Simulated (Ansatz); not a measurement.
MgS: band-structure calculation

- system: MgS (I-4m2, 2 atoms in the cell)
- method: DFT, PBE, plane waves, PAW, no spin polarisation (Ansatz 0.2.0)

The structure was built on a prototype by a generator. The geometry comes from this level: r2SCAN (a point of a series of strains). It belongs to a series of runs on one base structure; here: uniaxial_x strain -5.0%. Figures and captions count atoms from 1; the log counts them from 0 in places.

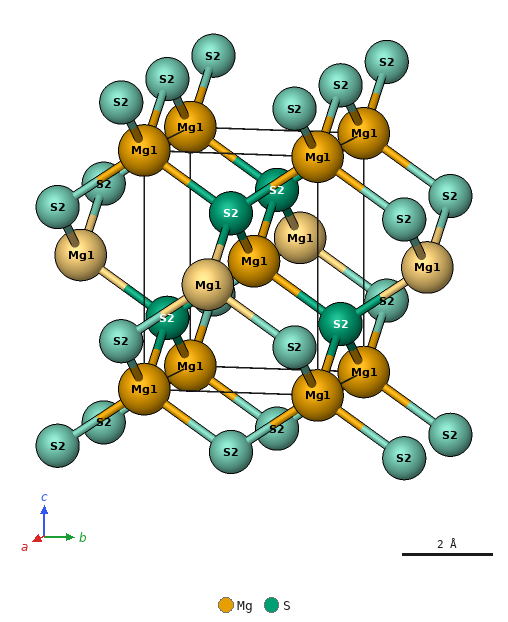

Figure 1. The input geometry (ball-and-stick view of the cell 2 times as large as that of the calculation, set on its symmetry axes, seen slightly off an axis; neighbours outside the cell are drawn fainter; atoms are numbered from 1 in the order of the input).

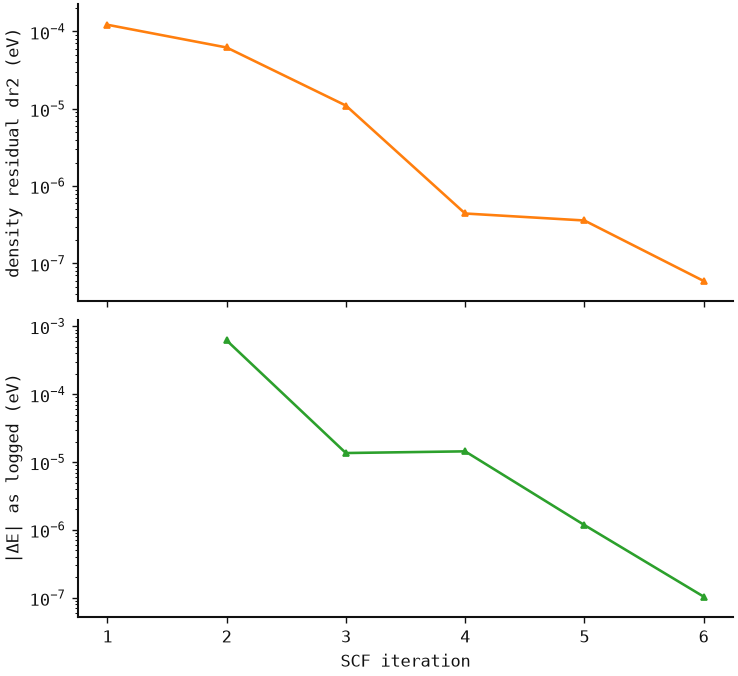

Figure 2. Convergence of the self-consistent field: density residual dr2 and size of the energy change against the SCF iteration. The residual falls at every step.

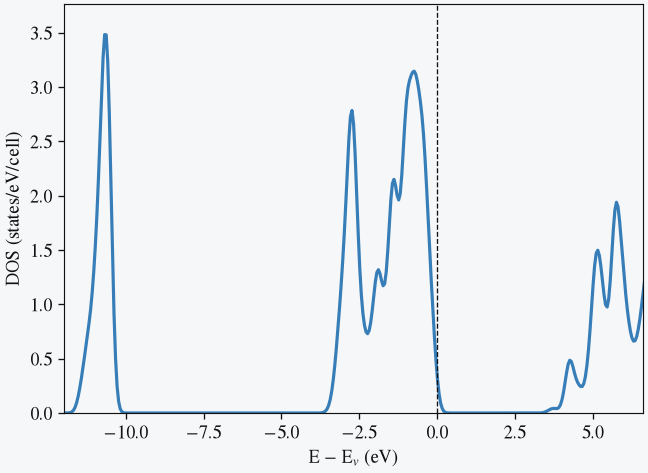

Figure 3. Density of states (the curve is built from the levels of the k mesh with Gaussians 0.3 eV wide, which also blur the band edges), with energies from the valence-band top. There is a gap of 3.63 eV on the k-point mesh. Small ripples come from the finite k-point mesh.

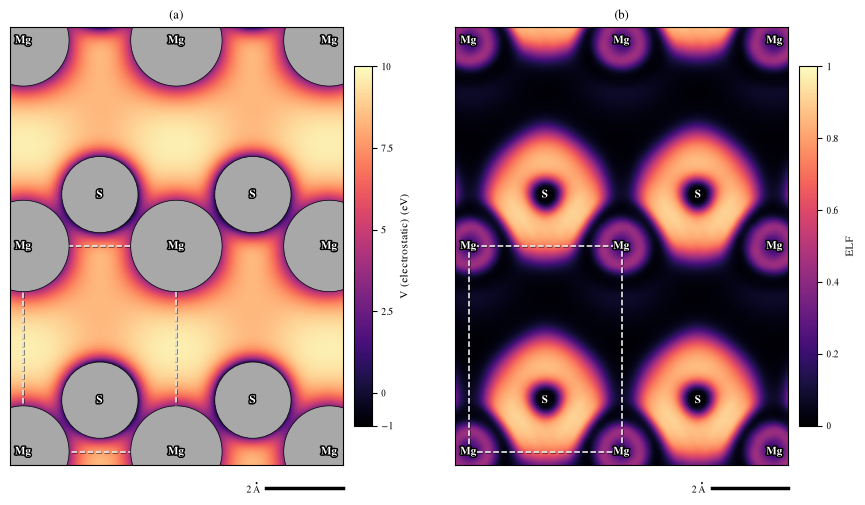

Figure 4. (a) electrostatic potential (local pseudopotential plus Hartree) felt by an electron; (b) ELF on the (010) plane of the conventional cell. Grey discs, where drawn, cover atomic cores. Atoms in the plane: Mg and S. Mg–S (2.41 Å): the ELF is about 0.80 at the midpoint. Outside the cores the potential energy rises away from the atoms and is highest about 2.4 Å from the nearest atoms; outside the discs it spans about 10 eV, and its zero is arbitrary. The fields are those of the smooth PAW valence density.

The input that produced these results follows, with the program's output.

Input:
```yaml
crystal:
  lattice:
    - [0.0, 2.8308768404, 2.8308768404]
    - [2.6893329983, 0.0, 2.8308768404]
    - [2.6893329983, 2.8308768404, 0.0]
  atoms:
    - { symbol: Mg, position: [0.0, 0.0, 0.0] }
    - { symbol: S, position: [0.25, 0.25, 0.25] }
kpoints:
  mp_grid: { grid: [8, 8, 8] }
  band_path:
    path:
      - [0.0, 0.0, 0.0]
      - [-0.5, -0.5, 0.0]
      - [-0.375, -0.375, 0.25]
      - [-0.375, 0.0, 0.375]
      - [0.0, 0.0, 0.5]
      - [-0.5, -0.25, 0.25]
    npoints: 1
hamiltonian:
  xc: pbe
scf:
  occupations: { method: fermi_dirac, width: 0.02 }
  n_extra_bands: 4
output:
  forces: true
  stress: true
  eigenvalues: true
  write_density: true
  write_potential: true
  elf: true
  volumetric_format: npy
```

Launch command:
```bash
ansatz run input.yaml --threads 2 --pin off --max-ram 2211MiB --backend cpu --events-out ev --progress --plain --runs-dir out
```

Output:
```
scf.n_extra_bands = 4 over 8 filled bands (N_el = 16.0): the run solves 12 bands
Engine: ansatz 0.2.0, aarch64-unknown-linux-gnu
Pseudopotentials: kind: paw
Pseudopotential: Mg, paw, valence charge 10, recommended cutoff 420 eV (normal), Mg.paw.azcp
Pseudopotential: S, paw, valence charge 6, recommended cutoff 420 eV (normal), S.paw.azcp
Functional definition: PBE
  parameter kappa = 0.804
  parameter beta = 0.06672455060314922
  exchange = pbe_x(kappa = kappa, mu = beta*pi^2/3)
  correlation = pbe_c(beta = beta)
Crystal: 2 atoms, lattice volume = 43.104 Å³
Basis set: ecut = 420 eV, 845 PW (Γ), exchange–correlation on 54×54×54 points (8 copies of the dense FFT grid, shifted against one another)
Bands: 12, of which v1, the nominal top of the filled ones, is band 8 counted from 1 (7 counted from 0)
Symmetry: 8 space group operations
Space group: I-4m2 (ITA 119), of the structure as read, at distance tolerance 3.5e-5 Å
k-points: 59 of 512 (time reversal used)
Non-local potential: Mg, projectors of the file, l = 0: 3, l = 1: 2, l = 2: 1
Non-local potential: S, projectors of the file, l = 0: 2, l = 1: 2, l = 2: 2
PAW form: soft (Blöchl's): semilocal exchange-correlation on the pseudo side does not see the compensation charge
PAW one-centre angular grid: Mg, 110 points (default); XC on 64 Gauss nodes
PAW one-centre angular grid: S, 110 points (default); XC on 64 Gauss nodes
Initial density: superposition of atomic densities (neutral atoms: chi_scale 0, normalization atom), corrected by the library's trained network
Initial wavefunctions: pseudopotential atomic-orbital guess
Functional: x = pbe(κ = 0.804, μ = 0.2195149727645171), c = pbe(β = 0.06672455060314922)
SCF iter   1: F=—  HF=-2828.676921 eV  |F-HF|=—  |Δ(HF+E_count)|=         —  Δρ=5.71e-4  dr2=1.22e-4  ethr=1.77e-3  ⟨swp⟩=6.9  Hψ=4676  notcnv=0
preconditioner: auto → none  [insulator: Δε(μ)=3.628 eV  Ē_g=11.377 eV  σ=0.020 eV  W_gap=1.00  n_scr=12 (ndim 8)  ℏωp=16.0 eV  f_vac=0.011  D(μ)=0.00/eV (n_scr^D=0)  ε∞_Penn≈3.0]
SCF iter   2: F=—  HF=-2828.676299 eV  |F-HF|=—  |Δ(HF+E_count)|=   6.22e-4  Δρ=3.48e-4  dr2=6.20e-5  ethr=7.60e-7  ⟨swp⟩=3.1  Hψ=1871  notcnv=0
SCF iter   3: F=—  HF=-2828.676312 eV  |F-HF|=—  |Δ(HF+E_count)|=   1.36e-5  Δρ=1.76e-4  dr2=1.10e-5  ethr=3.88e-7  ⟨swp⟩=2.0  Hψ=874  notcnv=0
SCF iter   4: F=—  HF=-2828.676327 eV  |F-HF|=—  |Δ(HF+E_count)|=   1.44e-5  Δρ=3.82e-5  dr2=4.42e-7  ethr=6.85e-8  ⟨swp⟩=2.1  Hψ=1147  notcnv=0
SCF iter   5: F=—  HF=-2828.676328 eV  |F-HF|=—  |Δ(HF+E_count)|=   1.18e-6  Δρ=2.71e-5  dr2=3.59e-7  ethr=2.76e-9  ⟨swp⟩=2.1  Hψ=1121  notcnv=0
SCF iter   6: F=-2828.676328 eV  HF=-2828.676328 eV  |F-HF|=3.69e-8  |Δ(HF+E_count)|=   1.04e-7  Δρ=1.13e-5  dr2=5.93e-8  ethr=6.25e-10  ⟨swp⟩=6.5  Hψ=3929  notcnv=0
SCF 1 converged in 6 iterations: F = -2828.676328 eV  dr2 = 5.93e-8
  greatest PAW one-centre occupation: 1.000 electrons in one spin orbital (limit 2), on the Mg atom at site 0 (counted from 0), in its partial waves of l = 0
NSCF: frozen V_eff on 6 k-points
SCF converged after 6 iterations
Free energy (F): -2828.676328 eV
Harris-Foulkes:  -2828.676328 eV  (|F-HF|=3.69e-8)
Internal energy: -2828.676328 eV  (E = F + TS)
E sigma→0 (E₀):  -2828.676328 eV
Fermi energy:    5.473988 eV
--- Per-component energies (eV) ---
  E_band       = -362.307654
  E_kinetic    = 185.244718
  E_local      = -1860.004796  (includes V_loc(G=0)·N_el)
  E_nonlocal   = 123.690166
  E_hartree    = 673.999636
  E_xc         = -127.611892
  E_vxc        = -126.788034  (∫ρ·V_xc dr)
  E_paw        = -892.569926  (= ΣΔE_a)
  E_vpaw       = -32.448591  (= ΣTr[D̂ρ^β])
  E_aug_tail   = -0.000003  (compensation charges beyond the density's cutoff)
  E_ewald      = -931.424231
  E_smearing   = -0.000000  (= −TS)
  E_closure    = -0.000000  (closes the sum)
  Σ components = -2828.676328   (vs F -2828.676328, Δ=0.00e0)
--- Forces (eV/Å), atoms counted from 1 ---
  atom   1  Mg     0.00000000    -0.00000000     0.00000000
  atom   2  S     -0.00000000     0.00000000    -0.00000000
  max |Σ_I F_I| component: 1.70e-16 eV/Å
--- Stress (GPa, compression-positive) ---
        4.813389       0.000000      -0.000000
        0.000000       4.156863       0.000000
       -0.000000       0.000000       4.156863
  P = ⅓ Tr σ = 4.3757 GPa (43.757 kbar)
--- Band table (eV; the first three rows and the last of 59) ---
  k-point 0: bands = ["-70.0540", "-36.8160", "-36.8052", "-36.8052", "-7.8693", "3.5341", "3.5341", "3.6568", "7.2888", "11.6257", "11.6257", "11.6846"]
  k-point 1: bands = ["-70.0540", "-36.8162", "-36.8055", "-36.8053", "-7.7719", "2.8666", "3.4636", "3.5757", "7.9595", "11.4586", "11.7823", "11.8737"]
  k-point 2: bands = ["-70.0539", "-36.8168", "-36.8063", "-36.8055", "-7.5187", "1.6371", "3.3055", "3.4789", "8.7864", "11.5088", "11.6414", "12.0835"]
  k-point 58: bands = ["-70.0539", "-36.8174", "-36.8078", "-36.8069", "-6.8687", "1.1618", "1.6160", "2.1593", "9.3729", "11.9435", "11.9740", "12.7405"]
```

File bands.tsv:
```
# k_distance	band_0	band_1	band_2	band_3	band_4	band_5	band_6	band_7	band_8	band_9	band_10	band_11
# fermi_ev = 5.473988
# lock_threshold_ev = 1e-6
# [0, 0, 0] at k_distance = 0.000000
# [-0.5, -0.5, 0] at k_distance = 1.109760
# [-0.375, -0.375, 0.25] at k_distance = 1.512576
# [-0.375, 0, 0.375] at k_distance = 2.216210
# [0, 0, 0.5] at k_distance = 2.901887
# [-0.5, -0.25, 0.25] at k_distance = 3.686605
# levels_relative_to = fermi_ev
# free_energy_ev = -2828.676328
# largest_residual_norms_ev = 4.026e-4 5.268e-4 4.875e-4 4.698e-4 2.331e-3 8.670e-4 1.753e-3 6.497e-4 1.211e-3 1.057e-3 1.537e-3 6.730e-4
0.000000	-75.527986	-42.289978	-42.279192	-42.279192	-13.343262	-1.939907	-1.939907	-1.817225	1.814853	6.151696	6.151696	6.210611
1.109760	-75.527842	-42.291349	-42.282521	-42.280146	-12.357133	-4.936982	-2.914236	-2.883723	1.985734	3.934535	9.529633	10.362179
1.512576	-75.527842	-42.291609	-42.281954	-42.280427	-12.358846	-4.564738	-3.875904	-2.672292	3.018037	5.337300	7.777858	8.413151
2.216210	-75.527842	-42.291609	-42.281954	-42.280427	-12.358846	-4.564738	-3.875904	-2.672292	3.018037	5.337300	7.777858	8.413151
2.901887	-75.527871	-42.291730	-42.281217	-42.279848	-12.575784	-5.197987	-2.368535	-2.115355	3.360537	5.542730	6.098290	6.966182
3.686605	-75.527843	-42.291359	-42.281749	-42.280917	-12.342680	-4.312205	-3.857947	-3.314670	3.898961	6.469503	6.500038	7.266495
```

File rho_z.tsv:
```
# z_ang	rho[e/angstrom^3]
# format = ansatz-planar-average/11
# lattice	0.000000000	2.830876840	2.830876840
# lattice	2.689332998	0.000000000	2.830876840
# lattice	2.689332998	2.830876840	0.000000000
# sites	2
# site	12	0.000000000	0.000000000	0.000000000
# site	16	1.344666499	1.415438420	1.415438420
0.000000	1.133210e0
0.144617	1.077146e0
0.289234	8.768442e-1
0.433851	6.447204e-1
0.578468	4.721430e-1
0.723085	3.809497e-1
0.867702	3.424525e-1
1.012319	3.246544e-1
1.156937	3.130871e-1
1.301554	3.018080e-1
1.446171	2.849783e-1
1.590788	2.589507e-1
1.735405	2.248247e-1
1.880022	1.872567e-1
2.024639	1.516153e-1
2.169256	1.214488e-1
2.313873	9.788511e-2
2.458490	8.059684e-2
2.603107	6.887501e-2
2.747724	6.264402e-2
2.892341	6.283236e-2
3.036958	7.366584e-2
3.181575	1.131520e-1
3.326193	2.202809e-1
3.470810	4.298875e-1
3.615427	7.208026e-1
3.760044	9.955832e-1
```

File v_z.tsv:
```
# z_ang	v_es[eV]	v_tot[eV]
# format = ansatz-planar-average/11
# xc	pbe
# density_cutoff_ev	1680
# datasets	Mg=:simpson_from_first_knot:soft	S=:simpson_from_first_knot:soft
# lattice	0.000000000	2.830876840	2.830876840
# lattice	2.689332998	0.000000000	2.830876840
# lattice	2.689332998	2.830876840	0.000000000
# sites	2
# site	12	0.000000000	0.000000000	0.000000000
# site	16	1.344666499	1.415438420	1.415438420
0.000000	-2.700290e0	-1.246636e1
0.144617	-3.400921e0	-1.359546e1
0.289234	-3.682947e0	-1.416325e1
0.433851	-3.453848e0	-1.412740e1
0.578468	-2.783781e0	-1.357921e1
0.723085	-1.926818e0	-1.274263e1
0.867702	-1.120674e0	-1.185774e1
1.012319	-4.195465e-1	-1.097077e1
1.156937	2.763109e-1	-9.975931e0
1.301554	1.095047e0	-8.763053e0
1.446171	2.140563e0	-7.262806e0
1.590788	3.462206e0	-5.477374e0
1.735405	4.943389e0	-3.530074e0
1.880022	6.291663e0	-1.695632e0
2.024639	7.243518e0	-2.524661e-1
2.169256	7.739396e0	7.045458e-1
2.313873	7.891328e0	1.251768e0
2.458490	7.791236e0	1.475264e0
2.603107	7.481124e0	1.386653e0
2.747724	7.002186e0	9.941392e-1
2.892341	6.373599e0	3.615097e-1
3.036958	5.536391e0	-6.303150e-1
3.181575	4.395123e0	-2.204298e0
3.326193	2.934971e0	-4.293453e0
3.470810	1.287338e0	-6.626203e0
3.615427	-3.181992e-1	-8.918424e0
3.760044	-1.669593e0	-1.089597e1
```

Results in brief:

| quantity | value |
| --- | --- |
| outcome | converged |
| space group (tolerance 0.01 Å) | I-4m2 (119) |
| electrons treated | 16 |
| free energy | −2828.6763 eV |
| Fermi energy | 5.474 eV |
| gap on the k-point mesh | 3.63 eV |
| pressure | 4.38 GPa |
| largest force (length of the vector) | under 0.001 eV/Å |
| hardware | 2 threads of an Arm (aarch64) CPU, shared host |
| wall time | 3.4 s (CPU time 6.5 s) |
| peak memory | 0.31 GiB |
